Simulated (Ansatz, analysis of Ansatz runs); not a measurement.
## TiO2(100): segregation of Hf_Ti

Question: does neutral Hf_Ti prefer the (100) surface of TiO2 or the inside, and by how much? The same defect is put at one site in each of several layers from the top towards the middle of one slab. Model: a cell of 96 host atoms with 1 Ti taken out and 1 Hf put in.

Method: plane-wave PAW DFT, PBEsol and LDA; a slab with vacuum, neutral defects, in Ansatz 0.2.0.

## 1. Starting point

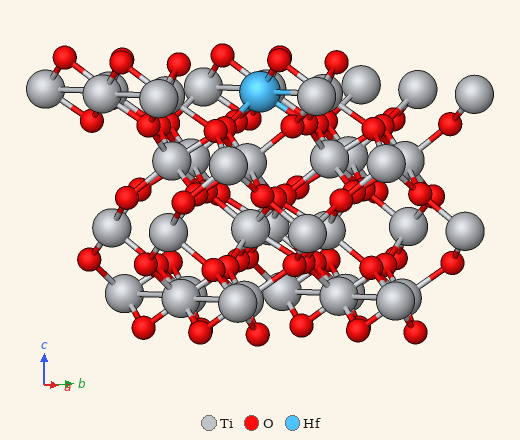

Start, viewed from the side, with the c axis up; titanium light grey, oxygen red, hafnium blue. Some periodic images of atoms are drawn too.

The cell holds 96 atoms: 31 Ti, 64 O and 1 Hf. Its edges and angles: a = 9.818 Å, b = 11.039 Å, c = 22.000 Å, α = 90.0°, β = 90.0°, γ = 90.0°. It derives from TiO2 (space group Pbcn), repeated 2×2×1. Vacuum lies along c. Nearest the centre at fractional (0.642, 0.445, 0.652): Hf56 at 0.00 Å, O70 at 1.77 Å, O91 at 1.82 Å, O90 at 1.87 Å, O69 at 1.99 Å, O23 at 2.07 Å, Ti78 at 2.74 Å, Ti30 at 2.74 Å.

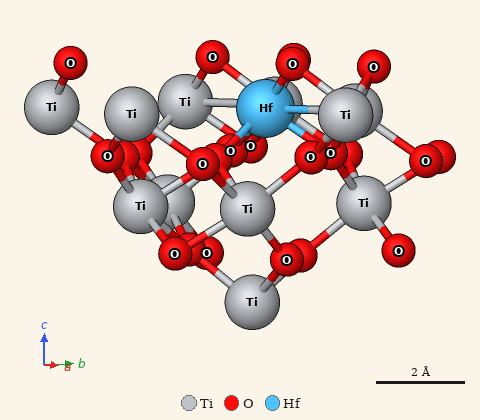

The atoms within 5 Å of the centre.

The cell's shortest repeat is 9.8 Å.

## 2. The clean slab

The slab is cut stoichiometric, symmetric and without a dipole, at the in-plane lattice of the database's bulk structure, and all its atoms relax. Miller indices refer to pymatgen's conventional standard cell, whose axes can be ordered otherwise than in the space-group symbol.

slab/input.yaml

```yaml
crystal:
  lattice:
    - [4.909197, 0.0, 0.0]
    - [0.0, 5.519619, 0.0]
    - [0.0, 0.0, 22.0]
  atoms:
    - { symbol: Ti, position: [0.25, 0.3270091, 0.3450449] }
    - { symbol: Ti, position: [0.75, 0.1729909, 0.4483483] }
    - { symbol: Ti, position: [0.75, 0.6729909, 0.3450449] }
    - { symbol: Ti, position: [0.25, 0.8270091, 0.4483483] }
    - { symbol: Ti, position: [0.25, 0.3270091, 0.5516517] }
    - { symbol: Ti, position: [0.75, 0.1729909, 0.6549551] }
    - { symbol: Ti, position: [0.75, 0.6729909, 0.5516517] }
    - { symbol: Ti, position: [0.25, 0.8270091, 0.6549551] }
    - { symbol: O, position: [0.9186491, 0.3817246, 0.3922648] }
    - { symbol: O, position: [0.0813509, 0.1182754, 0.4955682] }
    - { symbol: O, position: [0.4186491, 0.1182754, 0.4011284] }
    - { symbol: O, position: [0.5813509, 0.3817246, 0.297825] }
    - { symbol: O, position: [0.4186491, 0.6182754, 0.3922648] }
    - { symbol: O, position: [0.5813509, 0.8817246, 0.4955682] }
    - { symbol: O, position: [0.9186491, 0.8817246, 0.4011284] }
    - { symbol: O, position: [0.0813509, 0.6182754, 0.297825] }
    - { symbol: O, position: [0.9186491, 0.3817246, 0.5988716] }
    - { symbol: O, position: [0.0813509, 0.1182754, 0.702175] }
    - { symbol: O, position: [0.4186491, 0.1182754, 0.6077352] }
    - { symbol: O, position: [0.5813509, 0.3817246, 0.5044318] }
    - { symbol: O, position: [0.4186491, 0.6182754, 0.5988716] }
    - { symbol: O, position: [0.5813509, 0.8817246, 0.702175] }
    - { symbol: O, position: [0.9186491, 0.8817246, 0.6077352] }
    - { symbol: O, position: [0.0813509, 0.6182754, 0.5044318] }
basis:
  ecutwfc: 420
  xc_grid: 2
hamiltonian:
  xc: pbesol
  pseudopotentials: { kind: paw, azcp: { folder: soft_1 }, xc_functional: pbe }
kpoints:
  mp_grid: { grid: [2, 2, 1] }
scf:
  occupations: { method: fermi_dirac, width: 0.01 }
  max_iter: 100
relax:
  f_tol: 0.01
  max_steps: 100
  random_displacement: { amplitude: 0.03, seed: 2295 }
output:
  forces: true
  eigenvalues: true
```

Run with:

```bash
ansatz run input.yaml --threads 32 --pin off --max-ram 84787MiB --backend cuda --events-out ev --progress --plain --runs-dir out --max-vram 78GiB
```

Numbers of over 12 decimals in the logs are rounded to 6 here.

What it wrote:

```text
[...]
Engine: ansatz 0.2.0, aarch64-unknown-linux-gnu
[...]
Pseudopotential: Ti, paw, valence charge 12, recommended cutoff 420 eV (normal), soft_1/Ti.paw.azcp
Pseudopotential: O, paw, valence charge 6, recommended cutoff 420 eV (normal), soft_1/O.paw.azcp
Functional definition: PBEsol
[...]
Crystal: 24 atoms, lattice volume = 596.132 Å³
Basis set: ecut = 420 eV, 11643 PW (Γ), exchange–correlation on 72×80×300 points (8 copies of the dense FFT grid, shifted against one another)
Bands: 120, of which v1, the nominal top of the filled ones, is band 96 counted from 1 (95 counted from 0)
[...]
k-points: 4
[...]
Functional: x = pbesol(κ = 0.804, μ = 0.123457), c = pbesol(β = 0.046)
[...]
SCF 1 converged in 15 iterations: F = -28789.825812 eV  dr2 = 2.40e-6
[...]
relax step   1: F+E_penalty+E_count = -28789.82581230 eV  Δ(F+E_penalty+E_count) = +0.000e0 eV  max|allowed force component| = 4.440e0 eV/Å  Δτ_max = 0.0000 Å  (15 SCF iters, dr2 threshold 2.50e-6 eV, [...]
[...]
SCF 2 converged in 8 iterations: F = -28792.689913 eV  dr2 = 2.71e-5
relax step   2: F+E_penalty+E_count = -28792.68991259 eV  Δ(F+E_penalty+E_count) = -2.864e0 eV  max|allowed force component| = 2.698e0 eV/Å  Δτ_max = 0.1776 Å  (8 SCF iters, dr2 threshold 1.00e-4 eV,  [...]
[...]
SCF 9 converged in 6 iterations: F = -28794.417197 eV  dr2 = 4.37e-8
[...]
SCF converged after 6 iterations
[...]
--- Relaxed structure (9 steps of the walk, 9 accepted, 0 SCFs on fresh bases) ---
[...]
```

Run time: 7.1 s. Hardware: 1 × NVIDIA GB200 with 32 threads of Arm Neoverse V2, shared host; peak memory 1.2 GiB; 27 s of CPU time.

Relaxation path:

```tsv
step	energy less that of the first step (eV)	largest force component (eV/Å)
1	0.0000	4.4397
2	-2.8641	2.6982
3	-4.3822	0.7664
4	-4.5497	0.3751
5	-4.5760	0.1880
6	-4.5879	0.0779
7	-4.5911	0.0218
8	-4.5913	0.0108
9	-4.5914	0.0022
```

The atoms that moved most (Å, from the sites as typed, ahead of the random displacement, the mean shift of all atoms taken out):

```tsv
atom	dx	dy	dz	length
Ti3	0.172	-0.342	0.073	0.390
Ti1	0.172	0.342	0.072	0.390
Ti8	0.172	0.342	-0.073	0.390
Ti6	0.172	-0.342	-0.073	0.390
Ti2	-0.108	-0.129	0.020	0.169
Ti7	-0.108	-0.129	-0.020	0.169
Ti5	-0.108	0.129	-0.020	0.169
Ti4	-0.108	0.129	0.020	0.169
```

Final coordinates:

```xyz
24
Lattice="4.9092 0.0000 0.0000 0.0000 5.5196 0.0000 0.0000 0.0000 22.0000" Properties=species:S:1:pos:R:3
Ti    1.3948    2.1490    7.6646
Ti    3.5700    0.8273    9.8847
Ti    3.8494    3.3739    7.6648
Ti    1.1156    4.6951    9.8851
Ti    1.1155    1.9353   12.1174
Ti    3.8494    0.6144   14.3378
Ti    3.5700    3.5871   12.1178
Ti    1.3948    4.9088   14.3378
O     4.5141    2.0242    8.6880
O     0.3793    0.6645   10.9148
O     2.0419    0.6547    8.8075
O     2.8032    2.2518    6.5997
O     2.0595    3.4985    8.6882
O     2.8338    4.8585   10.9148
O     4.4964    4.8680    8.8079
O     0.3485    3.2712    6.5998
O     4.4966    2.1086   13.1949
O     0.3484    0.5113   15.4028
O     2.0594    0.7389   13.3143
O     2.8339    2.0987   11.0877
O     2.0420    3.4147   13.1949
O     2.8030    5.0121   15.4028
O     4.5140    4.7844   13.3143
O     0.3794    3.4243   11.0877
```

With the common shift taken out, atoms move by up to 0.39 Å from the bulk-cut sites, and by up to 0.07 Å along the normal.

On a dense mesh the slab's energy differs by 2 meV an atom, so the sampling is kept; the layers are compared at one sampling, where most of this error should cancel, which was not tested.

## 3. Does the supercell reconstruct?

The clean supercell is relaxed from displaced atoms, since a reconstruction that only the larger cell allows would otherwise be counted to the defect.

pristine.relax/input.yaml

```yaml
crystal:
  lattice:
    - [9.818394, 0.0, 0.0]
    - [0.0, 11.039238, 0.0]
    - [0.0, 0.0, 22.0]
  atoms:
    - { symbol: Ti, position: [0.14206338, 0.19466962, 0.34839264] }
    - { symbol: Ti, position: [0.36360333, 0.0749398, 0.44930243] }
    - { symbol: Ti, position: [0.39206101, 0.30562757, 0.34840157] }
    - { symbol: Ti, position: [0.11362425, 0.42531383, 0.44932314] }
[... 86 atom lines left out ...]
    - { symbol: O, position: [0.70975411, 0.56693395, 0.60519655] }
    - { symbol: O, position: [0.7886357, 0.69010907, 0.50398702] }
    - { symbol: O, position: [0.70797673, 0.80932443, 0.599768] }
    - { symbol: O, position: [0.78548412, 0.95402577, 0.70012504] }
    - { symbol: O, position: [0.95975299, 0.93339585, 0.60519643] }
    - { symbol: O, position: [0.53863868, 0.81019429, 0.5039848] }
basis:
  ecutwfc: 420
  xc_grid: 2
hamiltonian:
  xc: pbesol
  pseudopotentials: { kind: paw, azcp: { folder: soft_1 }, xc_functional: pbe }
kpoints:
  mp_grid: { grid: [1, 1, 1] }
scf:
  occupations: { method: fermi_dirac, width: 0.01 }
  max_iter: 100
output:
  forces: true
relax:
  f_tol: 0.015
  max_steps: 80
  random_displacement: { amplitude: 0.05, seed: 2304 }
```

What it wrote:

```text
[...]
Crystal: 96 atoms, lattice volume = 2384.527 Å³
Basis set: ecut = 420 eV, 46709 PW (Γ), exchange–correlation on 144×150×300 points (8 copies of the dense FFT grid, shifted against one another)
Bands: 480, of which v1, the nominal top of the filled ones, is band 384 counted from 1 (383 counted from 0)
[...]
k-points: 1
[...]
SCF 1 converged in 15 iterations: F = -115175.593710 eV  dr2 = 5.49e-7
[...]
relax step   1: F+E_penalty+E_count = -115175.59370959 eV  Δ(F+E_penalty+E_count) = +0.000e0 eV  max|allowed force component| = 2.378e0 eV/Å  Δτ_max = 0.0000 Å  (15 SCF iters, dr2 threshold 5.63e-6 eV [...]
[...]
SCF 2 converged in 7 iterations: F = -115177.172319 eV  dr2 = 4.53e-5
[...]
SCF 6 converged in 7 iterations: F = -115177.668778 eV  dr2 = 5.45e-8
relax step   6: F+E_penalty+E_count = -115177.66877842 eV  Δ(F+E_penalty+E_count) = -1.263e-4 eV  max|allowed force component| = 5.505e-3 eV/Å  Δτ_max = 0.0036 Å  (7 SCF iters, accepted)
SCF converged after 7 iterations
[...]
```

Wall time 8.4 s (1 × NVIDIA GB200 with 32 threads); peak memory 1.5 GiB; 23 s of CPU time.

Atoms end at most 0.00 Å from the small cell's positions, so the small cell's structure is at least a local minimum.

## 4. The defect, layer by layer

Each layer's defect is relaxed from random displacements. Layer 1 is shown in full.

layer1_M0.relax/input.yaml

```yaml
crystal:
  lattice:
    - [9.818394, 0.0, 0.0]
    - [0.0, 11.039238, 0.0]
    - [0.0, 0.0, 22.0]
  atoms:
    - { symbol: Ti, position: [0.14202305, 0.19467745, 0.34838394] }
    - { symbol: Ti, position: [0.36357981, 0.07497496, 0.44930576] }
[... 3 atom lines left out ...]
    - { symbol: Ti, position: [0.39206037, 0.05563613, 0.65171435] }
    - { symbol: Ti, position: [0.36366112, 0.32489968, 0.55080942] }
    - { symbol: Ti, position: [0.14205927, 0.44467753, 0.65169641] }
[... 5 atom lines left out ...]
    - { symbol: O, position: [0.28867052, 0.44007954, 0.49612315] }
[... 2 atom lines left out ...]
    - { symbol: O, position: [0.45796065, 0.19100409, 0.59975642] }
[... 2 atom lines left out ...]
    - { symbol: O, position: [0.28863942, 0.19009982, 0.50398072] }
    - { symbol: O, position: [0.20795156, 0.30929744, 0.59976465] }
    - { symbol: O, position: [0.2854632, 0.45405498, 0.70012702] }
    - { symbol: O, position: [0.45972029, 0.43341157, 0.60519631] }
    - { symbol: O, position: [0.0386583, 0.31019447, 0.50398724] }
[... 1 atom line left out ...]
    - { symbol: Ti, position: [0.36359984, 0.57492986, 0.44933808] }
[... 3 atom lines left out ...]
    - { symbol: Ti, position: [0.39206235, 0.55566847, 0.65171884] }
    - { symbol: Ti, position: [0.36365482, 0.82497161, 0.55078548] }
[... 2 atom lines left out ...]
    - { symbol: O, position: [0.03862243, 0.56017408, 0.4961442] }
[... 6 atom lines left out ...]
    - { symbol: O, position: [0.4579556, 0.6910171, 0.59975307] }
    - { symbol: O, position: [0.03549161, 0.5463434, 0.70012028] }
    - { symbol: O, position: [0.2097542, 0.56689605, 0.60517062] }
    - { symbol: O, position: [0.28862298, 0.69009537, 0.50396732] }
[... 7 atom lines left out ...]
    - { symbol: Ti, position: [0.61359678, 0.42536272, 0.44929386] }
    - { symbol: Ti, position: [0.61366344, 0.17536105, 0.55079121] }
    - { symbol: Ti, position: [0.892095, 0.05562345, 0.65171899] }
    - { symbol: Ti, position: [0.86361254, 0.32497054, 0.55078919] }
    - { symbol: Hf, position: [0.64206071, 0.44465967, 0.65169995] }
[... 1 atom line left out ...]
    - { symbol: O, position: [0.53865605, 0.06022802, 0.49613061] }
[... 3 atom lines left out ...]
    - { symbol: O, position: [0.78863618, 0.44007247, 0.49613009] }
[... 2 atom lines left out ...]
    - { symbol: O, position: [0.95796653, 0.19100346, 0.59978328] }
    - { symbol: O, position: [0.53549177, 0.04633985, 0.70012711] }
    - { symbol: O, position: [0.7097712, 0.06690707, 0.60520349] }
    - { symbol: O, position: [0.78864996, 0.19011326, 0.50398494] }
    - { symbol: O, position: [0.70795701, 0.30930177, 0.59976739] }
    - { symbol: O, position: [0.78547231, 0.45400806, 0.70012475] }
    - { symbol: O, position: [0.95975383, 0.43342061, 0.60518729] }
    - { symbol: O, position: [0.53863727, 0.31017677, 0.50397556] }
[... 1 atom line left out ...]
    - { symbol: Ti, position: [0.8636356, 0.57496617, 0.44933022] }
[... 2 atom lines left out ...]
    - { symbol: Ti, position: [0.61361563, 0.67533554, 0.55079441] }
    - { symbol: Ti, position: [0.89205834, 0.55564547, 0.65172198] }
    - { symbol: Ti, position: [0.8635765, 0.82499583, 0.55080126] }
    - { symbol: Ti, position: [0.64206697, 0.94468444, 0.65172685] }
[... 1 atom line left out ...]
    - { symbol: O, position: [0.5386173, 0.560184, 0.49613543] }
[... 6 atom lines left out ...]
    - { symbol: O, position: [0.95794807, 0.69100424, 0.59976451] }
    - { symbol: O, position: [0.53550906, 0.54635249, 0.70011478] }
    - { symbol: O, position: [0.70974048, 0.56689573, 0.60518001] }
    - { symbol: O, position: [0.78861848, 0.69011969, 0.50398072] }
    - { symbol: O, position: [0.70793961, 0.80931417, 0.59976216] }
[... 2 atom lines left out ...]
    - { symbol: O, position: [0.53863099, 0.81022299, 0.50398323] }
basis:
  ecutwfc: 420
  xc_grid: 2
hamiltonian:
  xc: pbesol
  pseudopotentials: { kind: paw, azcp: { folder: soft_1 }, xc_functional: pbe }
kpoints:
  mp_grid: { grid: [1, 1, 1] }
scf:
  occupations: { method: fermi_dirac, width: 0.01 }
  max_iter: 80
output:
  forces: true
relax:
  f_tol: 0.03
  max_steps: 90
  random_displacement: { amplitude: 0.05, seed: 2296 }
```

What it wrote:

```text
[...]
Crystal: 96 atoms, lattice volume = 2384.527 Å³
Basis set: ecut = 420 eV, 46709 PW (Γ), exchange–correlation on 144×150×300 points (8 copies of the dense FFT grid, shifted against one another)
Bands: 487, of which v1, the nominal top of the filled ones, is band 391 counted from 1 (390 counted from 0)
[...]
SCF iter  13: F=-128300.017365 eV  HF=-128300.017336 eV  |F-HF|=2.86e-5  |Δ(HF+E_count)|=   5.59e-5  Δρ=2.32e-5  dr2=6.04e-6  ethr=2.88e-9  ⟨swp⟩=5.0  Hψ=1539  notcnv=0
SCF 1 converged in 13 iterations: F = -128300.017365 eV  dr2 = 6.04e-6
[...]
relax step   1: F+E_penalty+E_count = -128300.01736482 eV  Δ(F+E_penalty+E_count) = +0.000e0 eV  max|allowed force component| = 4.170e0 eV/Å  Δτ_max = 0.0000 Å  (13 SCF iters, dr2 threshold 2.25e-5 eV [...]
[...]
SCF 2 converged in 7 iterations: F = -128302.327514 eV  dr2 = 7.41e-5
[...]
relax step   9: F+E_penalty+E_count = -128302.85760742 eV  Δ(F+E_penalty+E_count) = -6.975e-4 eV  max|allowed force component| = 1.329e-2 eV/Å  Δτ_max = 0.0089 Å  (8 SCF iters, accepted)
[...]
```

Run time: 8.9 s. Hardware: 1 × NVIDIA GB200 with 32 threads; peak memory 1.7 GiB; 36 s of CPU time.

The steps of the relaxation:

```tsv
step	energy less that of the first step (eV)	largest force component (eV/Å)
1	0.0000	4.1698
2	-2.3101	0.9047
3	-2.5406	1.1174
4	-2.8024	0.3379
5	-2.8291	0.1820
6	-2.8355	0.0924
7	-2.8371	0.0851
8	-2.8395	0.0378
9	-2.8402	0.0133
```

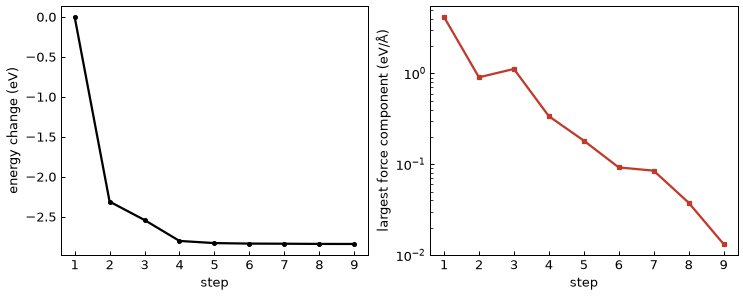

Energy and largest force along the relaxation.

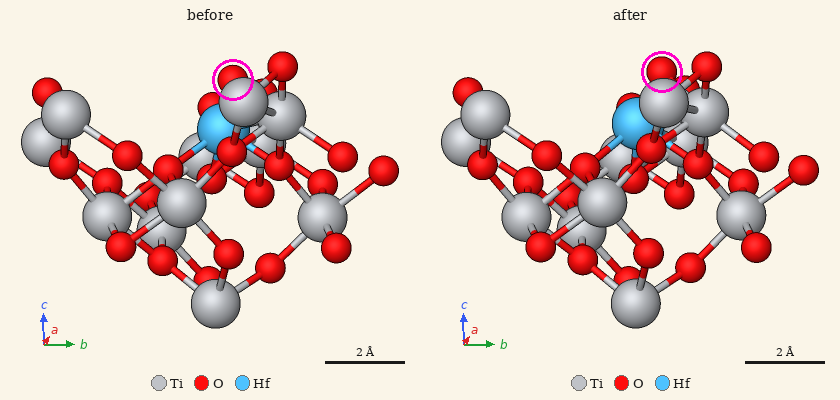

Before and after: the atoms that start within 5 Å of the centre. O70, which moves most, is ringed if it is among them.

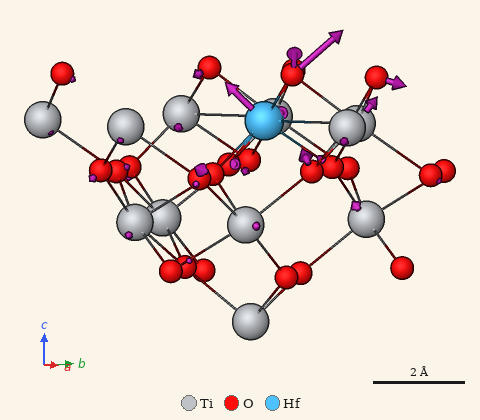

Displacements in the relaxation from the typed sites near the centre, exaggerated, the mean shift taken out; the longest in the cell stands for 0.29 Å.

The atoms that moved most (Å, from the sites as typed, ahead of the random displacement, the mean shift of all atoms taken out):

```tsv
atom	dx	dy	dz	length
O70	0.049	0.217	0.192	0.294
Hf56	-0.052	-0.131	0.139	0.198
O90	-0.143	0.063	0.089	0.180
O42	0.064	0.090	-0.031	0.114
O71	-0.068	-0.010	0.078	0.104
Ti78	-0.003	0.064	0.076	0.100
O69	0.043	-0.085	0.026	0.099
Ti30	-0.063	0.057	0.012	0.085
```

Neighbours of Hf56 at the end:

```tsv
atom	distance (Å)
O70	1.932
O91	1.962
O90	2.014
O69	2.056
O23	2.131
Ti30	2.845
Ti78	2.879
O71	3.287
```

All relaxations:

```tsv
layer	depth (Å)	moment (μB)	outcome	structures computed	largest displacement from the input (Å)	time
1	1.07	0	converged	9	0.29	8.9 s
2	3.29	0	converged	11	0.16	11 s
```

The relaxation ends 30 meV an atom lower than the displaced start, with a largest force component of 0.013 eV/Å.

(Continued in part 2 of 2.)

[Logs are printed without paths, hosts, clocks, repeated set-up lines and the standing remarks that a program may print on its own settings, such as how far it seeks lower states.]

[Hosts, paths, dates, database ids (printed as entryN), source tags and the programs' standing remarks are cut or masked in the printed files.]

[Maps of the electrostatic potential energy from Ansatz leave out the sawtooth potential of an applied field or a dipole correction, so their vacuum need not be flat.]
